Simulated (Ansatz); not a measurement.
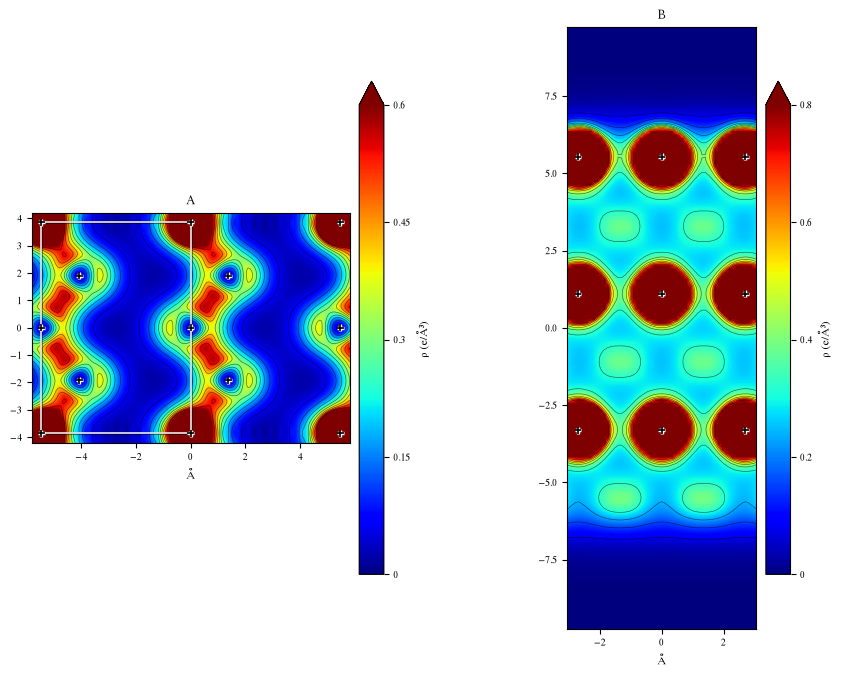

The valence electron density of 2 systems, each on a plane through atoms (crosses mark nuclei in the plane).

All numbers below come from Ansatz 0.2.0, DFT PBEsol, scalar-relativistic, plane waves, PAW.

System 1: Si7Ge, the (110) plane of the conventional cell. Space group P-43m; a generated structure, not necessarily the stable one.

System 2: Mo (slab), the (010) plane of the calculation cell, a cut from vacuum to vacuum. Not relaxed (largest force 0.7 eV/Å); computed without spin polarisation.

```xyz
6
Lattice="2.7100 0.0000 0.0000 -0.9033 2.5551 0.0000 0.0000 0.0000 26.0637" Properties=species:S:1:pos:R:3 pbc="T T T"
Mo    0.9033    1.2775    7.5001
Mo    0.0000    0.0000    9.7126
Mo    0.9033    1.2775   11.9254
Mo    0.0000    0.0000   14.1383
Mo    0.9033    1.2775   16.3511
Mo    0.0000    0.0000   18.5636
```

Match each panel to its system.

Answer. Panel A is system 1, Si7Ge: the plane holds Ge and Si. Si–Si (2.36 Å): the density is about 0.56 e/Å³ at the midpoint. Panel B is system 2, Mo: the plane holds Mo. Mo–Mo (2.71 Å): the density is about 0.38 e/Å³ at the midpoint.
